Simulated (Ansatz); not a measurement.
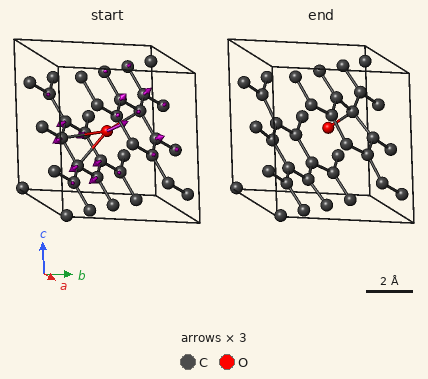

The structure of a defect cell of composition C32O before (left) and after (right) a relaxation, at one scale. The purple arrows give the displacements, magnified 3 times.

The picture is a ball-and-stick view of the cell of the calculation (origin shifted), seen from a free direction.

Case: O interstitial, charge +0, atoms relaxed. The atoms of the start lie slightly off their symmetric places, so part of the fall in energy undoes that.

The calculation used Ansatz 0.2.0, DFT PBE+D3(BJ), scalar-relativistic, plane waves, PAW.

Input file:
```yaml
crystal:
  lattice:
    - [5.6709571555, 0.0, -3.4026574436]
    - [-2.867743478, -4.9298468454, -3.3594911955]
    - [-2.867743478, 4.9298468454, -3.3594911955]
  atoms:
    - { symbol: C, position: [0.4166287368, 0.0416286019, 0.5416286019] }
    - { symbol: C, position: [0.6666287368, 0.7916286019, 0.5416286019] }
    - { symbol: C, position: [0.9166287368, 0.5416286019, 0.5416286019] }
    - { symbol: C, position: [0.4166287368, 0.2916286019, 0.2916286019] }
    - { symbol: C, position: [0.1666287368, 0.2916286019, 0.5416286019] }
    - { symbol: C, position: [0.6666287368, 0.0416286019, 0.2916286019] }
    - { symbol: C, position: [0.9166287368, 0.7916286019, 0.2916286019] }
    - { symbol: C, position: [0.4166287368, 0.5416286019, 0.0416286019] }
    - { symbol: C, position: [0.1666287368, 0.5416286019, 0.2916286019] }
    - { symbol: C, position: [0.6666287368, 0.2916286019, 0.0416286019] }
    - { symbol: C, position: [0.9166287368, 0.0416286019, 0.0416286019] }
    - { symbol: C, position: [0.4166287368, 0.7916286019, 0.7916286019] }
    - { symbol: C, position: [0.1666287368, 0.7916286019, 0.0416286019] }
    - { symbol: C, position: [0.6666287368, 0.5416286019, 0.7916286019] }
    - { symbol: C, position: [0.9166287368, 0.2916286019, 0.7916286019] }
    - { symbol: C, position: [0.1666287368, 0.0416286019, 0.7916286019] }
    - { symbol: C, position: [0.5833712632, 0.9583713981, 0.4583713981] }
    - { symbol: C, position: [0.8333712632, 0.7083713981, 0.4583713981] }
    - { symbol: C, position: [0.0833712632, 0.4583713981, 0.4583713981] }
    - { symbol: C, position: [0.5833712632, 0.2083713981, 0.2083713981] }
    - { symbol: C, position: [0.3333712632, 0.2083713981, 0.4583713981] }
    - { symbol: C, position: [0.8333712632, 0.9583713981, 0.2083713981] }
    - { symbol: C, position: [0.0833712632, 0.7083713981, 0.2083713981] }
    - { symbol: C, position: [0.5833712632, 0.4583713981, 0.9583713981] }
    - { symbol: C, position: [0.3333712632, 0.4583713981, 0.2083713981] }
    - { symbol: C, position: [0.8333712632, 0.2083713981, 0.9583713981] }
    - { symbol: C, position: [0.0833712632, 0.9583713981, 0.9583713981] }
    - { symbol: C, position: [0.5833712632, 0.7083713981, 0.7083713981] }
    - { symbol: C, position: [0.3333712632, 0.7083713981, 0.9583713981] }
    - { symbol: C, position: [0.8333712632, 0.4583713981, 0.7083713981] }
    - { symbol: C, position: [0.0833712632, 0.2083713981, 0.7083713981] }
    - { symbol: C, position: [0.3333712632, 0.9583713981, 0.7083713981] }
    - { symbol: O, position: [0.9148767997, 0.7655615374, 0.7839110392] }
basis:
  ecutwfc: 420
  xc_grid: 2
kpoints:
  mp_grid: { grid: [2, 2, 2], shift: [0.5, 0.5, 0.5] }
hamiltonian:
  xc: pbe
  dispersion: d3bj
scf:
  occupations: { method: gaussian, width: 0.02 }
output:
  forces: true
  stress: false
  eigenvalues: true
  write_density: true
  write_potential: true
  elf: true
  volumetric_format: npy
relax:
  adjacent_minimum: "off"
  f_tol: 0.02
  max_steps: 60
```

Run as
```bash
ansatz run input.yaml --threads 4 --pin off --max-ram 10240MiB --backend cpu --events-out ev --progress --plain --runs-dir out
```

Question: What changed between the two?

Answer: The largest move is that of O33, 0.35 Å roughly along [1 2 1]. By element the largest moves are O 0.35 Å, C 0.17 Å. The lattice vectors keep their values. Among the contacts that change: C30–O33 2.037 → 2.521 Å, C3–O33 2.063 → 2.517 Å, C27–O33 1.812 → 1.398 Å, C11–C27 1.423 → 1.484 Å. Bond angles that change, for instance: C13–C27–O33 86.1° → 98.9°, C16–C27–O33 91.0° → 98.9°, C11–C27–O33 92.8° → 99.1°. Over 7 accepted moves (8 points after the start) the energy falls by 2.181 eV per cell of the calculation. Largest force component: 6.3 eV/Å at the start, 0.013 eV/Å at the end. 1 step only repeated the SCF at the same geometry. Cost: 23 s on 4 threads of Intel(R) Xeon(R) 6975P-C (Granite Rapids), with other jobs on the host, peak memory 0.86 GiB.

Limits of the set-up: the periodic images lie only 6.6 Å apart, so the values are limited by the cell's size.
